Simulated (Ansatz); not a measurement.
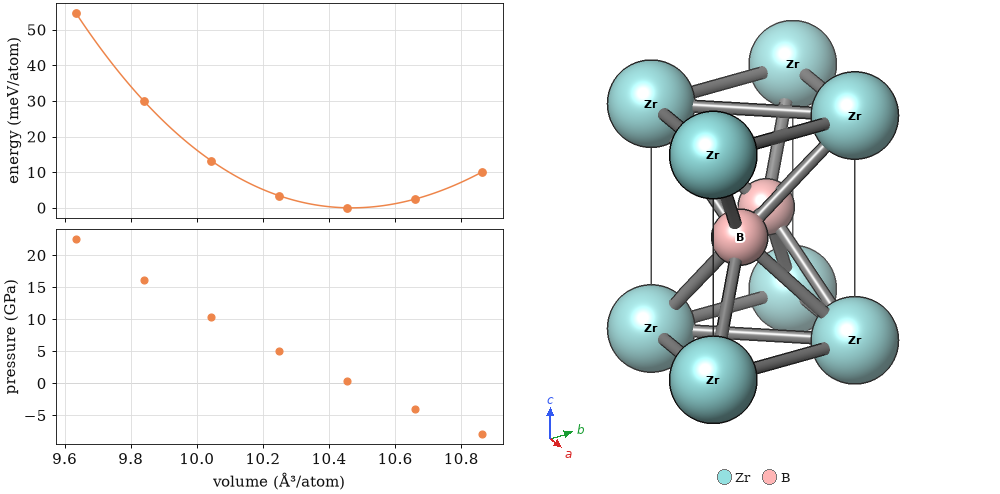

The plot gives the computed energy and pressure against volume for ZrB₂, space group P6/mmm (No. 191). The conventional cell is drawn beside the plot.

Cell as given: a = 3.170 Å, b = 3.170 Å, c = 3.533 Å, α = 90.00°, β = 90.00°, γ = 120.00°; 3 atoms.

Calculation (Ansatz 0.2.0): plane-wave DFT, no spin polarisation; energies at scaled volumes of the given cell, shape and fractions fixed, counted from the fit's minimum, third-order Birch-Murnaghan fit. Level: rPW86-PBE.

k mesh 10×10×8; occupations Gaussian; smearing width 0.1 eV; potentials Ansatz PAW; wave cutoff 420 eV; density cutoff 1680 eV.

Q: How stiff is the solid, and where is its volume at rest?

A: A third-order Birch–Murnaghan fit gives V0 = 10.47 Å³/atom, B0 = 230 GPa and B′ = 3.9.

Q: Read off the course of the pressure.

A: It falls from 22.50 GPa at volume 9.63 Å³/atom to −7.94 GPa at 10.86 Å³/atom, and changes sign near 10.47 Å³/atom.

Keep in mind: the functional was run on potentials made for another functional; shape and atomic fractions are frozen while scaling, which makes layered, chain and framework solids too stiff.

The computed values:

```
volume (Å³/atom)  energy (meV/atom)  pressure (GPa)
            9.63              54.72           22.50
            9.84              30.08           16.12
           10.04              13.22           10.33
           10.25               3.43            5.08
           10.45               0.01            0.32
           10.66               2.41           -4.01
           10.86              10.10           -7.94
```
